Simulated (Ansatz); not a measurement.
## NiGe₃: single-point calculation (part 3 of 3)

NiGe₃ (Pm-3m, 4 atoms in the cell); DFT r2SCAN, scalar-relativistic, plane waves, PAW, spin-polarised (Ansatz 0.2.0); cutoff 500 eV, 10×10×10 k-mesh, Gaussian smearing of 0.1 eV, collinear spins. The structure was built on a prototype by a generator; it need not be a known phase. It belongs to a series of runs on one base structure; here: large parallel starting moments.

```
this state was not tested for a lower state beside it, because the mixer in use, unlike msr1, does not test its closes by its own steps (another_mixer; see scf.mixing.algorithm and scf.lower_state_search)
SCF converged after 27 iterations
Magnetization: 0.0000 μB (30.0000 up, 30.0000 down)
Absolute magnetization: 0.0000 μB (∫|ρ↑−ρ↓|, with the PAW one-centre terms)
Spin contamination: 0.0000 ħ² per cell (⟨S²⟩ above its minimum at these occupations)
Per-site moments (μB) at R_I (Å): [(-4.874027026188717e-7, 1.1560770254372115), (-4.874027023378295e-7, 1.1560770254372115), (-4.87402702519382e-7, 1.1560770254372115), (1.0855864083879664e-5, 1.1560770254372115)]
Free energy (F): -18752.128644 eV
Harris-Foulkes:  -18752.128644 eV  (|F-HF|=1.20e-10)
Internal energy: -18752.120967 eV  (E = F + TS)
E sigma→0 (E₀):  -18752.124806 eV
Entropy (-TS):   -0.007676 eV (-1.919 meV/atom)
Fermi energy:    13.614905 eV
--- Per-component energies (eV) ---
  E_band       = -647.755970
  E_kinetic    = 618.055292
  E_local      = -10054.895095  (includes V_loc(G=0)·N_el)
  E_nonlocal   = 1904.476875
  E_hartree    = 4362.740936
  E_xc         = -285.794382
  E_vxc        = -320.973213  (∫ρ·V_xc dr)
  E_paw        = -7748.286957  (= ΣΔE_a)
  E_vpaw       = -1540.394385  (= ΣTr[D̂ρ^β])
  E_aug_tail   = 0.000267  (compensation charges beyond the density's cutoff)
  E_vtau       = 20.494867  (kinetic-family band-sum trace: ∫τ·v_τ [+ j·A + Jᵃ·Aᵃ] dr)
  E_ewald      = -7544.860536
  E_core_change = -3.557366  (= ΣΔE_core)
  E_smearing   = -0.007676  (= −TS)
  E_closure    = 0.000000  (closes the sum)
  Σ components = -18752.128644   (vs F -18752.128644, Δ=0.00e0)
--- Forces (eV/Å), atoms counted from 1 ---
  atom   1  Ge     0.00000000     0.00000000     0.00000000
  atom   2  Ge     0.00000000    -0.00000000     0.00000000
  atom   3  Ge     0.00000000    -0.00000000     0.00000000
  atom   4  Ni     0.00000000     0.00000000     0.00000000
  max |Σ_I F_I| component: 4.54e-29 eV/Å
--- Stress (GPa, compression-positive) ---
        1.575180      -0.000000       0.000000
        0.000000       1.575180      -0.000000
        0.000000       0.000000       1.575180
  P = ⅓ Tr σ = 1.5752 GPa (15.752 kbar)
--- Band table (eV; the first three rows and the last of 112) ---
  k-point 0 ↑: bands = ["-92.7455", "-51.7042", "-51.7042", "-51.7042", "-12.0603", "-12.0603", "-12.0603", "-12.0539", "-11.9510", "-11.9510", "-11.8776", "-11.8776", "-11.8776", "-11.8664", "-11.8664", "-11.7909", "-11.7896", "-11.7896", "-11.7896", "-0.8533", "8.0508", "8.0508", "9.1876", "9.1876", "9.1876", "12.0278", "12.0278", "12.0278", "12.8162", "12.8162", "14.0466", "17.2354", "17.2354", "17.2354", "19.7664", "19.7664", "19.7664", "22.6405"]
  k-point 1 ↑: bands = ["-92.7455", "-51.7043", "-51.7042", "-51.7042", "-12.0593", "-12.0542", "-12.0542", "-12.0495", "-11.9504", "-11.9473", "-11.8785", "-11.8779", "-11.8779", "-11.8698", "-11.8663", "-11.7964", "-11.7964", "-11.7940", "-11.7896", "-0.7568", "7.0075", "8.1274", "9.2563", "9.2563", "10.0152", "12.0313", "12.0334", "12.0334", "12.6900", "12.9081", "14.4638", "16.9834", "17.0234", "17.0234", "19.1298", "19.3446", "19.3446", "22.6934"]
  k-point 2 ↑: bands = ["-92.7455", "-51.7044", "-51.7042", "-51.7042", "-12.0568", "-12.0371", "-12.0366", "-12.0366", "-11.9485", "-11.9367", "-11.8809", "-11.8796", "-11.8787", "-11.8787", "-11.8661", "-11.8159", "-11.8159", "-11.8028", "-11.7896", "-0.4697", "5.5557", "8.3528", "9.4458", "9.4458", "10.8812", "12.0404", "12.0710", "12.0710", "12.3156", "13.0655", "15.7642", "16.2396", "16.2396", "16.4896", "17.8660", "19.1527", "19.1527", "22.8473"]
  k-point 55 ↓: bands = ["-92.7455", "-51.7044", "-51.7044", "-51.7044", "-12.0033", "-12.0033", "-12.0033", "-11.9700", "-11.9700", "-11.9700", "-11.9678", "-11.8869", "-11.8869", "-11.8869", "-11.8535", "-11.8535", "-11.7985", "-11.7985", "-11.7985", "4.9892", "4.9892", "4.9892", "6.4899", "8.1691", "8.1691", "8.1691", "12.2685", "12.2685", "12.4952", "12.7449", "12.7449", "12.7449", "22.5998", "22.5998", "22.9425", "22.9425", "22.9425", "28.4340"]
--- Löwdin populations: 4 sites ---
  site symbol       q [e]    m [muB]
     0     Ge     14.0903    -0.0000
     1     Ge     14.0903    -0.0000
     2     Ge     14.0903    -0.0000
     3     Ni     17.4818     0.0000
  spilling = 0.004123 (of n_electrons = 60.000000)
```

File populations.tsv
```
# site	symbol	l	j	q_up	q_dn
# orbitals = lowdin
# n_electrons = 60.000000
# spilling = 0.004123
0	Ge	0_4S	-	0.798728	0.798728
0	Ge	1_4P	-	1.247637	1.247638
0	Ge	2_3D	-	4.998779	4.998779
1	Ge	0_4S	-	0.798728	0.798728
1	Ge	1_4P	-	1.247637	1.247638
1	Ge	2_3D	-	4.998779	4.998779
2	Ge	0_4S	-	0.798728	0.798728
2	Ge	1_4P	-	1.247637	1.247638
2	Ge	2_3D	-	4.998779	4.998779
3	Ni	0_3S	-	0.996926	0.996926
3	Ni	0_4S	-	0.255649	0.255650
3	Ni	1_3P	-	2.998392	2.998392
3	Ni	2_3D	-	4.489923	4.489913
```

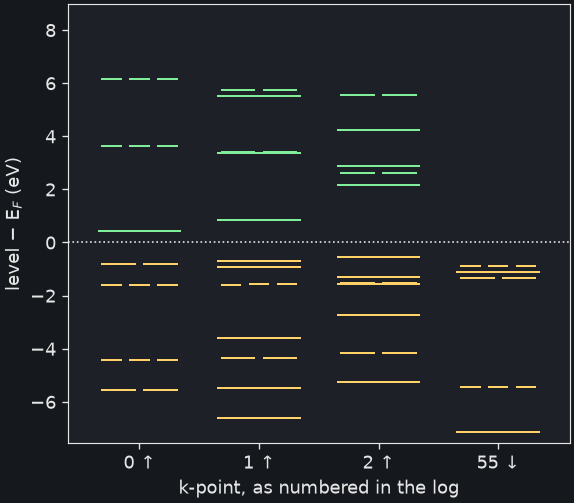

Fig. 1: Kohn–Sham levels near the Fermi level (dotted) at the few k-points that the log prints; levels within 0.02 eV of each other stand side by side. The system is metallic on the full mesh.

The run was set up as follows.

The input
```yaml
crystal:
  lattice:
    - [3.9634904449, 0.0, 0.0]
    - [0.0, 3.9634904449, 0.0]
    - [0.0, 0.0, 3.9634904449]
  atoms:
    - { symbol: Ge, position: [0.0, 0.5, 0.5] }
    - { symbol: Ge, position: [0.5, 0.0, 0.5] }
    - { symbol: Ge, position: [0.5, 0.5, 0.0] }
    - { symbol: Ni, position: [0.0, 0.0, 0.0], spin: 2.5 }
basis:
  ecutwfc: 500
kpoints:
  mp_grid: { grid: [10, 10, 10] }
hamiltonian:
  xc: r2scan
scf:
  occupations: { method: gaussian, width: 0.1 }
  lower_state_search: "off"
output:
  forces: true
  stress: true
  eigenvalues: true
  populations: true
magnetization:
  spin_polarized: true
```

Run as:
```bash
ansatz run input.yaml --threads 1 --pin off --max-ram 2560MiB --backend cpu --events-out ev --progress --plain --runs-dir out
```

Summary

- outcome: converged
- space group (tolerance 0.01 Å): Pm-3m (221)
- electrons treated: 60
- free energy: −18752.1286 eV
- Fermi energy: 13.615 eV
- gap on the k-point mesh: none (metallic)
- net moment of the cell: 0.00 μB
- integrated absolute moment: 0.00 μB
- pressure: 1.58 GPa
- largest force (length of the vector): under 0.001 eV/Å
- hardware: 1 thread of Arm Neoverse V2, 24 GiB of memory available, shared host
- wall time: 96 s
- peak memory: 0.62 GiB

The electronic state found may not be the lowest one. Warnings of the run: some starting moments were not kept; the state was not tested for a lower one.
